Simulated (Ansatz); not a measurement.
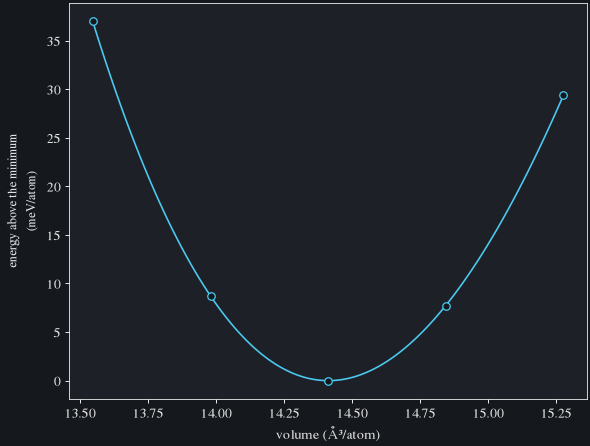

Plotted: energy above the minimum against volume for AlPt, space group Pm-3m (No. 221).

Structure:
```yaml
crystal:
  lattice:
    - [3.06609, 0.00000, 0.00000]
    - [0.00000, 3.06609, 0.00000]
    - [0.00000, 0.00000, 3.06609]
  atoms:
    - { symbol: Al, position: [0.00000, 0.00000, 0.00000] }
    - { symbol: Pt, position: [0.50000, 0.50000, 0.50000] }
```

Calculation (Ansatz 0.2.0): third-order Birch-Murnaghan fit to density functional energies at scaled volumes of the given relaxed cell, shape and atoms relaxed at each volume; energies count from the fitted minimum; plane waves with PAW datasets, Γ-centred k mesh. Level: r2SCAN, no spin polarisation.

wave cutoff 500 eV; k mesh 14×14×14; occupations Gaussian; smearing width 0.1 eV.

From this curve and the settings, what does the calculation give for the pressure at the same points?

The pressure falls from 14.51 GPa at volume 13.547 Å³/atom to −10.33 GPa at 15.277 Å³/atom, and changes sign near 14.41 Å³/atom.

```json
{"volume (Å³/atom)": "13.547", "pressure (GPa)": "14.51"}
{"volume (Å³/atom)": "13.980", "pressure (GPa)": "6.63"}
{"volume (Å³/atom)": "14.412", "pressure (GPa)": "0.00"}
{"volume (Å³/atom)": "14.844", "pressure (GPa)": "-5.60"}
{"volume (Å³/atom)": "15.277", "pressure (GPa)": "-10.33"}
```
